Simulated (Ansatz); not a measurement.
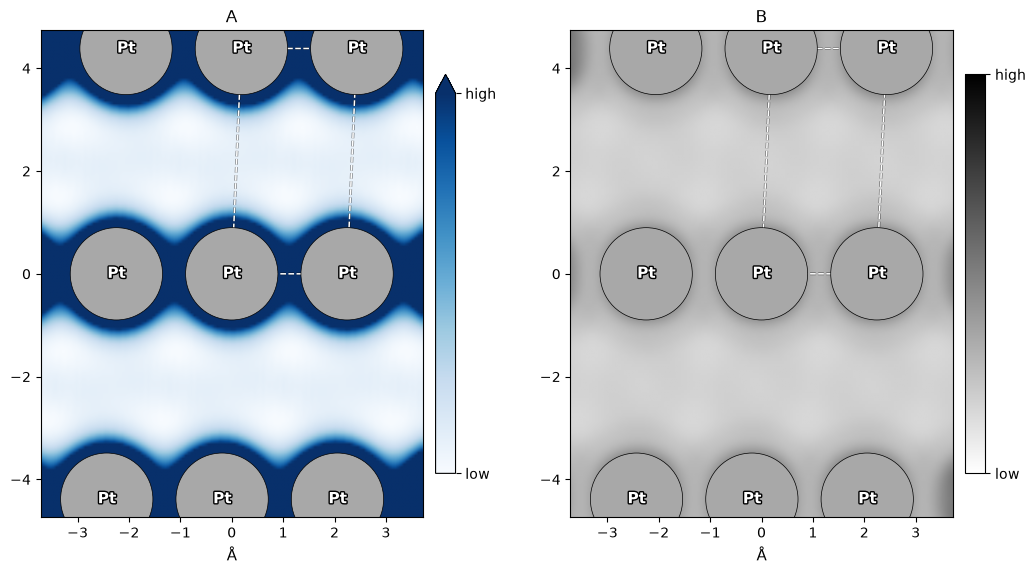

Pt: 2 fields on the (011) plane of the conventional cell, with unlabelled colour scales. Grey discs cover the atomic cores.

Space group P-1; a structure from a database of computed crystals, not necessarily the ambient phase; changed on purpose from its base cell (engineering shear strain xz -0.3000, engineering shear strain yz -0.2000); computed pressure about 57 GPa in this cell; PAW files of the earlier set (soft_1).

All numbers below come from Ansatz, DFT LDA, scalar-relativistic, plane waves, PAW.

Which field does each panel show? The fields are: electron localisation function and valence pseudo-density.

Panel A: valence pseudo-density. Panel B: electron localisation function. From the grid: Pt–Pt (2.24 Å): ρ at the midpoint is about 1 e/Å³; the ELF is about 0.30 at the midpoint (no localised pair shows between them).
